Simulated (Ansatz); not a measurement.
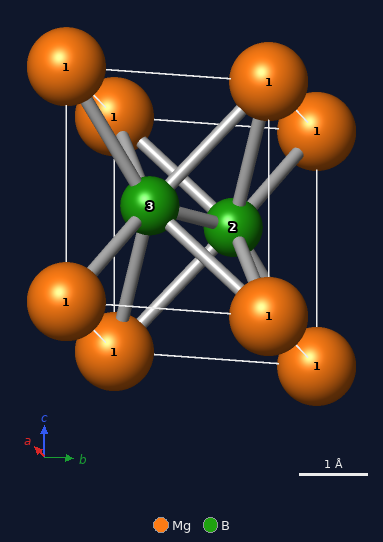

*The input geometry (ball-and-stick view of the cell of the calculation, seen at an oblique angle; atoms are numbered from 1 in the order of the input).*

Near neighbours in the crystal (not all of them lie inside the picture): Mg has 12 B at 2.55 Å; B has 3 B at 1.81 Å and 6 Mg at 2.55 Å.

# MgB2: geometry relaxation

System: MgB2 (3 atoms in the cell).
Method: DFT, PBE, plane waves, PAW, no spin polarisation (Ansatz 0.2.0).

The structure derives from an entry of the Crystallography Open Database. Figures and captions count atoms from 1; the log counts them from 0 in places.

## Input file
```yaml
crystal:
  lattice:
    - [3.1344787417, 0.0, 0.0]
    - [-1.5672393709, 2.7145382179, 0.0]
    - [0.0, 0.0, 3.5918985587]
  atoms:
    - { symbol: Mg, position: [0.0, 0.0, 0.0] }
    - { symbol: B, position: [0.3333333333, 0.6666666667, 0.5] }
    - { symbol: B, position: [0.6666666667, 0.3333333333, 0.5] }
basis:
  ecutwfc: 420
kpoints:
  mp_grid: { grid: [6, 6, 6] }
hamiltonian:
  xc: pbe
scf:
  occupations: { method: fermi_dirac, width: 0.15 }
output:
  forces: true
  stress: true
  eigenvalues: true
  write_density: true
  write_potential: true
  elf: true
  volumetric_format: npy
relax:
  adjacent_minimum: "off"
  f_tol: 0.01
  max_steps: 30
  cell: { stress_tol: 0.1, fix: [volume] }
```

Machine: 1 thread of AMD EPYC (Zen 3), 64 GiB of memory available, shared host.

Command:
```bash
ansatz run input.yaml --threads 1 --pin off --max-ram 2560MiB --backend cpu --events-out ev --progress --plain --runs-dir out
```

## What the program printed
```
Engine: ansatz 0.2.0, x86_64-unknown-linux-gnu
Pseudopotentials: kind: paw
Pseudopotential: Mg, paw, valence charge 10, recommended cutoff 420 eV (normal), Mg.paw.azcp
Pseudopotential: B, paw, valence charge 3, recommended cutoff 420 eV (normal), B.paw.azcp
Functional definition: PBE
  parameter kappa = 0.804
  parameter beta = 0.06672455060314922
  exchange = pbe_x(kappa = kappa, mu = beta*pi^2/3)
  correlation = pbe_c(beta = beta)
Crystal: 3 atoms, lattice volume = 30.562 Å³
Basis set: ecut = 420 eV, 565 PW (Γ), exchange–correlation on 48×48×50 points (8 copies of the dense FFT grid, shifted against one another)
Bands: 12, of which v1, the nominal top of the filled ones, is band 8 counted from 1 (7 counted from 0)
Symmetry: 24 space group operations
Space group: P6/mmm (ITA 191), of the structure as read, at distance tolerance 3.1e-5 Å
k-points: 28 of 216
Non-local potential: Mg, projectors of the file, l = 0: 3, l = 1: 2, l = 2: 1
Non-local potential: B, projectors of the file, l = 0: 2, l = 1: 2, l = 2: 1
PAW form: soft (Blöchl's): semilocal exchange-correlation on the pseudo side does not see the compensation charge
PAW one-centre angular grid: Mg, 110 points (default); XC on 64 Gauss nodes
PAW one-centre angular grid: B, 110 points (default); XC on 64 Gauss nodes
Initial density: superposition of atomic densities (neutral atoms: chi_scale 0, normalization atom), corrected by the library's trained network
Initial wavefunctions: pseudopotential atomic-orbital guess
Functional: x = pbe(κ = 0.804, μ = 0.2195149727645171), c = pbe(β = 0.06672455060314922)
SCF iter   1: F=—  HF=-2236.008066 eV  |F-HF|=—  |Δ(HF+E_count)|=         —  Δρ=1.55e-3  dr2=4.90e-4  ethr=1.77e-3  ⟨swp⟩=5.0  Hψ=1767  notcnv=0
preconditioner: auto → none  [metal: Δε(μ)=0.290 eV  Ē_g=10.759 eV  σ=0.150 eV  W_gap=0.41  n_scr=8 (ndim 8)  ℏωp=19.0 eV  f_vac=0.000  D(μ)=0.63/eV (n_scr^D=2)  sad-step TF]
SCF iter   2: F=—  HF=-2236.008686 eV  |F-HF|=—  |Δ(HF+E_count)|=   6.21e-4  Δρ=9.23e-4  dr2=1.83e-4  ethr=3.06e-6  ⟨swp⟩=2.1  Hψ=707  notcnv=0
SCF iter   3: F=—  HF=-2236.008704 eV  |F-HF|=—  |Δ(HF+E_count)|=   1.72e-5  Δρ=1.62e-4  dr2=5.94e-6  ethr=1.14e-6  ⟨swp⟩=2.2  Hψ=434  notcnv=0
SCF iter   4: F=—  HF=-2236.008708 eV  |F-HF|=—  |Δ(HF+E_count)|=   4.39e-6  Δρ=4.68e-5  dr2=2.20e-7  ethr=3.71e-8  ⟨swp⟩=2.2  Hψ=552  notcnv=0
iter 5 did not close the SCF: its close was put off for the readings that it lacked (scf_convergence_deferred on its scf_iter line)
SCF iter   5: F=-2236.008708 eV  HF=-2236.008708 eV  |F-HF|=2.50e-8  |Δ(HF+E_count)|=   2.27e-8  Δρ=1.08e-5  dr2=1.58e-8  ethr=1.37e-9  ⟨swp⟩=2.0  Hψ=528  notcnv=0
SCF iter   6: F=-2236.008708 eV  HF=-2236.008708 eV  |F-HF|=4.04e-9  |Δ(HF+E_count)|=   1.26e-8  Δρ=3.36e-6  dr2=4.20e-9  ethr=9.89e-11  ⟨swp⟩=4.9  Hψ=1735  notcnv=0
SCF 1 converged in 6 iterations: F = -2236.008708 eV  dr2 = 4.20e-9
  greatest PAW one-centre occupation: 1.000 electrons in one spin orbital (limit 2), on the Mg atom at site 0 (counted from 0), in its partial waves of l = 0
relax step   1: F+E_penalty+E_count = -2236.00870804 eV  Δ(F+E_penalty+E_count) = +0.000e0 eV  max|allowed force component| = 2.591e-16 eV/Å  Δτ_max = 0.0000 Å  P = -7.733 GPa  Ω = 30.562 Å³  fix = [volume]  reactions: volume -7.733 GPa  (6 SCF iters, dr2 threshold 1.00e-7 eV, accepted)
Initial density: handed on by an earlier stage of this run
Initial wavefunctions: those handed on with the density
iter 1 solved again at ethr=3.80e-7 eV; its pass at ethr=3.10e-3 eV (dr2=6.08e-5 eV) is discarded
SCF iter   1: F=—  HF=-2236.009460 eV  |F-HF|=—  |Δ(HF+E_count)|=         —  Δρ=4.29e-4  dr2=7.36e-5  ethr=3.80e-7  ⟨swp⟩=2.0  Hψ=2151  notcnv=0
preconditioner: auto → none  [metal: Δε(μ)=0.224 eV  Ē_g=10.755 eV  σ=0.150 eV  W_gap=0.32  n_scr=8 (ndim 8)  ℏωp=19.0 eV  f_vac=0.000  D(μ)=0.66/eV (n_scr^D=2)]
SCF iter   2: F=—  HF=-2236.009452 eV  |F-HF|=—  |Δ(HF+E_count)|=   8.55e-6  Δρ=1.27e-4  dr2=1.94e-6  ethr=3.80e-7  ⟨swp⟩=2.1  Hψ=433  notcnv=0
SCF iter   3: F=—  HF=-2236.009453 eV  |F-HF|=—  |Δ(HF+E_count)|=   1.18e-6  Δρ=6.80e-5  dr2=4.37e-7  ethr=1.87e-9  ⟨swp⟩=8.8  Hψ=2276  notcnv=0
SCF iter   4: F=-2236.009454 eV  HF=-2236.009454 eV  |F-HF|=8.69e-8  |Δ(HF+E_count)|=   5.06e-7  Δρ=2.92e-5  dr2=8.43e-8  ethr=1.87e-9  ⟨swp⟩=8.1  Hψ=2065  notcnv=0
SCF 2 converged in 4 iterations: F = -2236.009454 eV  dr2 = 8.43e-8
relax step   2: F+E_penalty+E_count = -2236.00945364 eV  Δ(F+E_penalty+E_count) = -7.456e-4 eV  max|allowed force component| = 2.914e-16 eV/Å  Δτ_max = 0.0000 Å  P = -7.463 GPa  Ω = 30.562 Å³  energy of the carried Pulay correction = +1.645e-5 eV  fix = [volume]  reactions: volume -7.463 GPa  (4 SCF iters, dr2 threshold 3.00e-7 eV, accepted)
Initial wavefunctions: pseudopotential atomic-orbital guess (no wavefunctions were taken with the density)
iter 1 solved again at ethr=1.88e-8 eV; its pass at ethr=3.10e-3 eV (dr2=3.01e-6 eV) is discarded
SCF iter   1: F=—  HF=-2236.009475 eV  |F-HF|=—  |Δ(HF+E_count)|=         —  Δρ=3.40e-5  dr2=9.64e-8  ethr=1.88e-8  ⟨swp⟩=3.8  Hψ=2792  notcnv=0
preconditioner: auto → none  [metal: Δε(μ)=0.220 eV  Ē_g=10.753 eV  σ=0.150 eV  W_gap=0.31  n_scr=8 (ndim 8)  ℏωp=19.0 eV  f_vac=0.000  D(μ)=0.66/eV (n_scr^D=2)]
SCF iter   2: F=—  HF=-2236.009485 eV  |F-HF|=—  |Δ(HF+E_count)|=   1.01e-5  Δρ=1.75e-5  dr2=2.46e-8  ethr=6.02e-10  ⟨swp⟩=2.1  Hψ=470  notcnv=0
SCF iter   3: F=—  HF=-2236.009485 eV  |F-HF|=—  |Δ(HF+E_count)|=   4.91e-8  Δρ=1.41e-6  dr2=8.69e-10  ethr=1.54e-10  ⟨swp⟩=2.2  Hψ=471  notcnv=0
SCF iter   4: F=-2236.009485 eV  HF=-2236.009485 eV  |F-HF|=1.82e-12  |Δ(HF+E_count)|=  1.91e-10  Δρ=3.43e-7  dr2=2.71e-11  ethr=1.00e-12  ⟨swp⟩=6.7  Hψ=1699  notcnv=0
SCF 3 converged in 4 iterations: F = -2236.009485 eV  dr2 = 2.71e-11
relax step   3: F+E_penalty+E_count = -2236.00948488 eV  Δ(F+E_penalty+E_count) = -3.125e-5 eV  max|allowed force component| = 2.914e-16 eV/Å  Δτ_max = 0.0000 Å  P = -7.461 GPa  Ω = 30.562 Å³  fix = [volume]  reactions: volume -7.461 GPa  stress off target by 2.44e-2 GPa on what of the cell is left free  SCF on the basis re-selected at this cell (its energy is not comparable with the rows above)  (4 SCF iters)
```

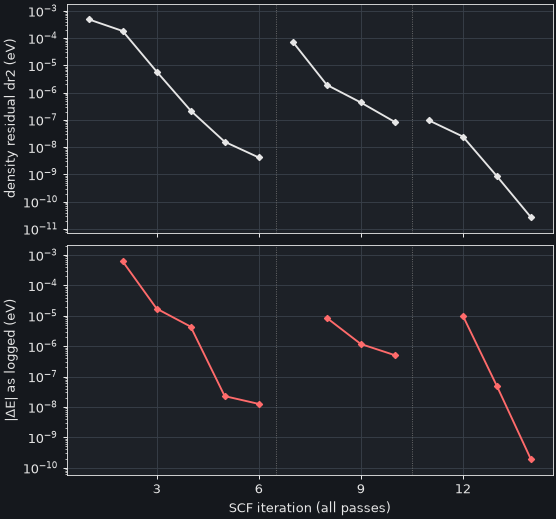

*Convergence of the self-consistent field: density residual dr2 and size of the energy change against the SCF iteration. The dotted lines part the SCF passes of the relaxation: geometry steps, rejected trials and re-solves on a re-selected basis.*

The passes take 6, 4 and 4 iterations.

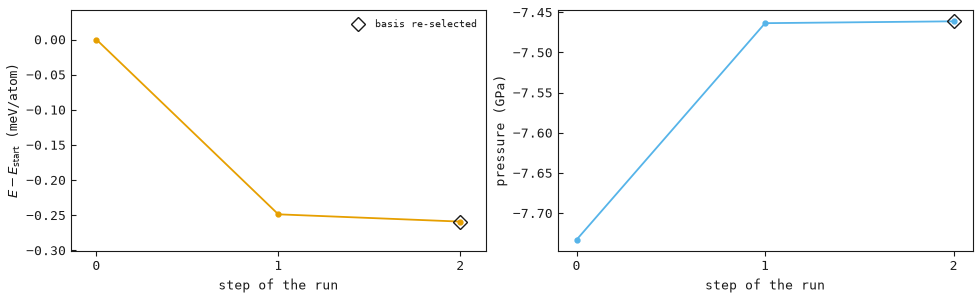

*Progress of the relaxation, step by step (the first geometry is step 0 here and step 1 in the log).*

After 1 geometry step the energy has fallen by 0.2 meV per atom. All forces vanish by symmetry, so only the cell relaxes. Pressure: −7.73 GPa at the start and −7.46 GPa at the end. No atom moves by more than 0.005 Å relative to the cell. Among the contacts that change: B2–B3 1.810 → 1.806 Å. The space group stays P6/mmm (No. 191). A last SCF at the same geometry on a re-selected plane-wave basis shifts the energy by next to nothing (0.0 meV per atom). (Atoms are counted from 1 in the order of the input.)

```
basis re-selected at this cell: Δ(F+E_penalty+E_count) = -3.125e-5 eV, ΔP = +0.002 GPa vs the last step (what re-selecting the basis moved, of the pressure what is left beyond the Pulay correction that the steps carried, after the strain that the cell walked since its last selection, with what the two solves' SCF thresholds leave and, on support functions, any second-order correction that the steps lacked; it is no measure of the basis error at this ecutwfc). This SCF's stress stands 2.44e-2 GPa from its target on what of the cell is left free (relax.cell.stress_tol is 1.00e-1 GPa) and its largest allowed force component is 2.91e-16 eV/Å (relax.f_tol is 1.00e-2 eV/Å): within both
SCF converged after 4 iterations
Free energy (F): -2236.009485 eV
Harris-Foulkes:  -2236.009485 eV  (|F-HF|=1.82e-12)
Internal energy: -2235.958759 eV  (E = F + TS)
E sigma→0 (E₀):  -2235.984122 eV
Entropy (-TS):   -0.050726 eV (-16.909 meV/atom)
Fermi energy:    8.710860 eV
--- Per-component energies (eV) ---
  E_band       = -302.708494
  E_kinetic    = 171.160341
  E_local      = -1544.244274  (includes V_loc(G=0)·N_el)
  E_nonlocal   = 117.874096
  E_hartree    = 549.341938
  E_xc         = -93.173823
  E_vxc        = -113.631958  (∫ρ·V_xc dr)
  E_paw        = -449.118158  (= ΣΔE_a)
  E_vpaw       = -32.550590  (= ΣTr[D̂ρ^β])
  E_aug_tail   = -0.000011  (compensation charges beyond the density's cutoff)
  E_ewald      = -987.798867
  E_smearing   = -0.050726  (= −TS)
  E_closure    = 0.000000  (closes the sum)
  Σ components = -2236.009485   (vs F -2236.009485, Δ=0.00e0)
--- Forces (eV/Å), atoms counted from 1 ---
  atom   1  Mg     0.00000000     0.00000000     0.00000000
  atom   2  B     -0.00000000    -0.00000000    -0.00000000
  atom   3  B      0.00000000     0.00000000     0.00000000
  max |Σ_I F_I| component: 3.70e-17 eV/Å
--- Stress (GPa, compression-positive) ---
       -7.449010       0.000000       0.000000
        0.000000      -7.449010       0.000000
        0.000000       0.000000      -7.485546
  P = ⅓ Tr σ = -7.4612 GPa (-74.612 kbar)
--- Band table (eV; the first three rows and the last of 28) ---
  k-point 0: bands = ["-66.6636", "-33.4149", "-33.4149", "-33.3947", "-3.4296", "5.7592", "9.0614", "9.0614", "10.0395", "14.8718", "14.8718", "16.3564"]
  k-point 1: bands = ["-66.6636", "-33.4148", "-33.4148", "-33.3960", "-3.2089", "4.3089", "9.1400", "9.1400", "12.0254", "14.9496", "14.9496", "16.3715"]
  k-point 2: bands = ["-66.6635", "-33.4146", "-33.4146", "-33.3986", "-2.6450", "2.3722", "9.3065", "9.3065", "15.1187", "15.1187", "15.5161", "16.4055"]
  k-point 27: bands = ["-66.6604", "-33.4373", "-33.4373", "-33.3941", "2.3980", "2.3980", "3.7102", "6.7872", "6.7872", "11.9814", "19.9461", "20.1158"]
--- Relaxed structure (2 steps of the walk, 2 accepted, 1 SCFs on fresh bases) ---
  F+E_penalty+E_count = -2236.00948488 eV   max|allowed force component| = 2.914e-16 eV/Å   (the final SCF, on the basis selected at the relaxed cell)
  cell:  # Å, volume = 30.5623 Å³
    - [3.1273650737275864, 2.8801922584874736e-11, 1.1854839326054237e-45]
    - [-1.5636825368887366, 2.7083776007418834, 1.1147652006123037e-34]
    - [0.0, 1.4750661791977818e-34, 3.6082577835008642]
  atoms:
    - { symbol: Mg, position: [-1.5624883887096094e-35, -3.9415951969784984e-36, -1.608611746708759e-86] }
    - { symbol: B, position: [0.3333333333333333, 0.6666666666666666, 0.5] }
    - { symbol: B, position: [0.6666666666666667, 0.3333333333333333, 0.5] }
```

## Trajectory as extended XYZ (Å, eV, eV/Å), 3 frames, from step=1 to step=3
```
3
Lattice="3.1345 0.0000 0.0000 -1.5672 2.7145 0.0000 0.0000 0.0000 3.5919" Properties=species:S:1:pos:R:3:forces:R:3 step=1 energy=-2236.00871 pressure_GPa=-7.73
Mg    0.0000    0.0000    0.0000    0.0000   0.0000   0.0000
B     0.0000    1.8097    1.7959    0.0000   0.0000   0.0000
B     1.5672    0.9048    1.7959    0.0000   0.0000   0.0000
3
Lattice="3.1274 0.0000 0.0000 -1.5637 2.7084 0.0000 0.0000 0.0000 3.6083" Properties=species:S:1:pos:R:3:forces:R:3 step=2 energy=-2236.00945 pressure_GPa=-7.46
Mg    0.0000    0.0000    0.0000    0.0000   0.0000   0.0000
B     0.0000    1.8056    1.8041    0.0000   0.0000   0.0000
B     1.5637    0.9028    1.8041    0.0000   0.0000   0.0000
3
Lattice="3.1274 0.0000 0.0000 -1.5637 2.7084 0.0000 0.0000 0.0000 3.6083" Properties=species:S:1:pos:R:3:forces:R:3 step=3 energy=-2236.00949 pressure_GPa=-7.46
Mg    0.0000    0.0000    0.0000    0.0000   0.0000   0.0000
B     0.0000    1.8056    1.8041    0.0000   0.0000   0.0000
B     1.5637    0.9028    1.8041    0.0000   0.0000   0.0000
```

## Summary

```csv
quantity,value
outcome,converged
space group (tolerance 0.01 Å),P6/mmm (191)
electrons treated,16
free energy,−2236.0095 eV
Fermi energy,8.711 eV
gap on the k-point mesh,none (metallic)
pressure,−7.46 GPa
final volume,30.56 Å³
largest force (length of the vector) at the end,under 0.001 eV/Å
final cell,"a = 3.127 Å, b = 3.127 Å, c = 3.608 Å, α = 90.00°, β = 90.00°, γ = 120.00°"
wall time,4.1 s
peak memory,0.33 GiB
```

## Remarks

Settings chosen away from the usual ones: volume x 1.06, shape and atoms relaxed. These settings are looser than, or depart from, a standard set-up, so the numbers are not reference values for this system. Results for this metal are sensitive to the k-point mesh.
